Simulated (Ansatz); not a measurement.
Structure of Fe:

```
CELL_PARAMETERS angstrom
2.47998 0.00000 0.00000
-1.23999 2.14772 0.00000
0.00000 0.00000 8.21418
ATOMIC_POSITIONS crystal
Fe 0.00000 0.00000 0.00000
Fe 0.00000 0.00000 0.50000
Fe 0.33333 0.66667 0.25000
Fe 0.66667 0.33333 0.75000
```

Basis of the simulation: the input geometry of an electronic-structure calculation (not necessarily at equilibrium); the starting structure was generated, so it need not be a known form of this composition.

Where will the first 5 clear peaks of its X-ray PDF lie (peak width σ = 0.10 Å), and from which pairs do they come?

1. 2.49 Å: Fe–Fe at 2.48–2.50 Å
2. 3.52 Å: Fe–Fe at 3.52 Å
3. 4.31 Å: Fe–Fe at 4.11–4.35 Å
4. 4.93 Å: Fe–Fe at 4.80–5.01 Å
5. 5.57 Å: Fe–Fe at 5.56–5.59 Å

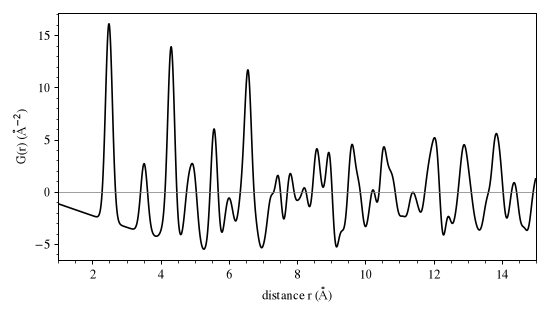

Simulated X-ray pair distribution function, G(r) = R(r)/r − 4πρ₀r, summed over the atomic distances of the structure with each pair weighted by the product of the atomic numbers (X-ray weights at Q = 0); every distance is a Gaussian of σ = 0.10 Å, damped by exp(−(Q_damp r)²/2) with Q_damp = 0.060 Å⁻¹. No termination ripples are included.
